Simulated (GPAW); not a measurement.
Consider MgB₂.

Input

```
import numpy as np
from ase.dft.bandgap import bandgap
from ase.io import read, write
from ase.units import Bohr, GPa
from gpaw import GPAW, PW
from gpaw.analyse.hirshfeld import HirshfeldPartitioning

atoms = read('POSCAR')

calc = GPAW(mode=PW(800),
            xc='LDA',
            kpts={'size': (10, 10, 8), 'gamma': True},
            occupations={'name': 'methfessel-paxton', 'order': 0, 'width': 0.01},
            nbands=17,
            convergence={'density': 1e-05, 'energy': 1e-05},
            maxiter=150,
            legacy_gpaw=True,
            txt='gpaw.txt')
atoms.calc = calc
energy = atoms.get_potential_energy()
forces = atoms.get_forces()
stress = atoms.get_stress()
calc.write('gs.gpw')
write('result.traj', atoms)
print(f'Energy: {energy:.6f} eV')
print('Forces (eV/A):')
print(forces.round(4))
print('Stress (GPa):', (stress / GPa).round(3))
print('Fermi level:', round(calc.get_fermi_level(), 4), 'eV')
print(f'Gap: {bandgap(calc)[0]:.4f} eV, direct: {bandgap(calc, direct=True)[0]:.4f} eV')

hirshfeld = HirshfeldPartitioning(calc)
print('Hirshfeld charges:', *np.round(hirshfeld.get_charges(), 4))
print('Hirshfeld volume ratios:', *np.round(hirshfeld.get_effective_volume_ratios(), 4))

# fields on the real-space grid
write('density.cube', atoms, data=calc.get_pseudo_density() * Bohr**3)
write('potential.cube', atoms, data=calc.get_electrostatic_potential())
```

Run with:

```sh
OMP_NUM_THREADS=1 python run.py
```

Below, planes, directions and counts refer to the conventional cell (a = 3.03 Å, b = 3.07 Å, c = 3.56 Å, α = 91.39°, β = 90.34°, γ = 118.83°).

Space group P-1; computed pressure about −7 GPa in this cell.

Method: GPAW, Kohn-Sham DFT of a periodic cell, LDA, GPAW PAW data sets (gpaw-data 1.2.1).

**What will maps of the valence pseudo-density show?**

Mg–B (2.51 Å): ρ is about 0.21 e/Å³ halfway.
Mg–B (2.51 Å): ρ is about 0.21 e/Å³ halfway.

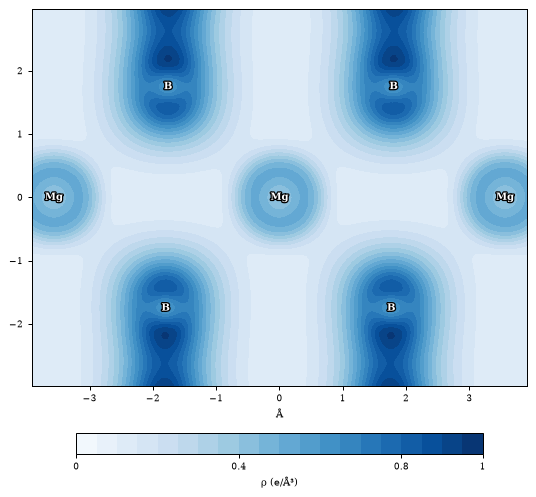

Computed valence pseudo-density on the (110) plane of the conventional cell. 
